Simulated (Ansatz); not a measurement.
System: NaF, space group Fm-3m (No. 225), 2 atoms in the cell.

```
F Na
1.0
     0.00000    2.35268    2.35268
     2.35268    0.00000    2.35268
     2.35268    2.35268    0.00000
F Na
1 1
Direct
  0.50000 0.50000 0.50000
  0.00000 0.00000 0.00000
```

Ansatz 0.2.0; DFT with PBE, PAW plane waves, no spin polarisation, 9×9×9 k mesh, 420 eV cutoff, Fermi-Dirac smearing of 0.1 eV.

What does the calculation give for the electronic structure? The path is Γ–X–U–K–Γ–L–W–X.

The bands leave a gap. The gap along this path is 6.07 eV and direct: both edges lie at Γ. Three bands meet at the valence-band top at Γ: it is triply degenerate (spin aside). The direct gaps are 6.07 eV at Γ and 10.74 eV at L. By projected weight, the top eV of the valence band is F almost alone.

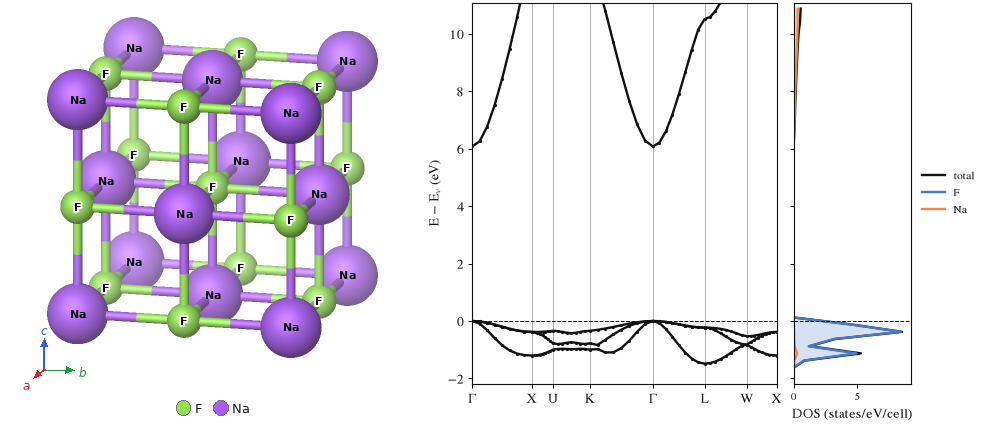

Band structure and density of states, beside the structure. Energies are counted from the top of the valence band. The path runs straight from each named point to the next. The partial curves are projected on Löwdin-orthogonalised atomic shells.
